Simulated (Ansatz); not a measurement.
System: AlNi₃.

The calculation's input:

```
crystal:
  lattice:
    - [0.2814253975, 2.9753507085, 2.9753507085]
    - [2.9753507085, 0.2814253975, 2.9753507085]
    - [2.9753507085, 2.9753507085, 0.2814253975]
  atoms:
    - { symbol: Al, position: [0.5, 0.5, 0.5] }
    - { symbol: Ni, position: [0.25, 0.25, 0.25] }
    - { symbol: Ni, position: [0.0, 0.0, 0.0] }
    - { symbol: Ni, position: [0.75, 0.75, 0.75] }
basis:
  ecutwfc: 520.0
kpoints:
  mp_grid: { grid: [14, 14, 14] }
hamiltonian:
  xc: pbesol
  pseudopotentials: { kind: paw, azcp: { folder: soft_1 } }
scf:
  occupations: { method: gaussian, width: 0.15 }
output:
  forces: true
  stress: true
  eigenvalues: true
  write_density: true
  write_potential: true
  elf: true
  volumetric_format: npy
```

Run with:

```sh
ansatz run input.yaml --threads 4 --pin off --max-ram 8192MiB --backend cpu --events-out ev --progress --plain --runs-dir out
```

Below, planes, directions and counts refer to the conventional cell (a = 3.81 Å, b = 3.81 Å, c = 10.79 Å, α = 90.00°, β = 90.00°, γ = 120.00°).

Space group R-3m; a structure from a database of computed crystals, not necessarily the ambient phase; computed without spin polarisation; PAW files of the earlier set (soft_1).

Theory: Ansatz 0.2.0, DFT PBEsol, scalar-relativistic, plane waves, PAW.

> Predict the valence pseudo-density and electron localisation function between the atoms.

Ni–Ni (2.38 Å): ρ at the midpoint is about 0.38 e/Å³; the ELF is about 0.25 at the midpoint; no localised pair shows between them.
Al–Ni (2.38 Å): ρ is about 0.34 e/Å³ halfway; the ELF is about 0.40 at the midpoint.

> Does the calculation give a band gap?

It is gapless in this calculation (a metal or semimetal).

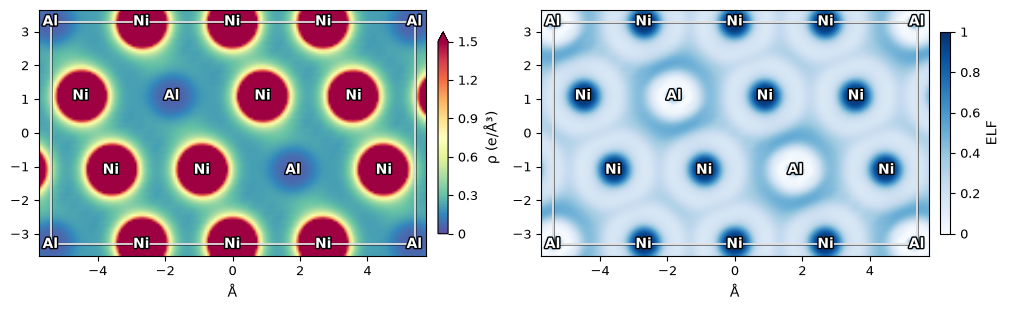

Computed valence pseudo-density and electron localisation function on the (110) plane of the conventional cell, in this order. 
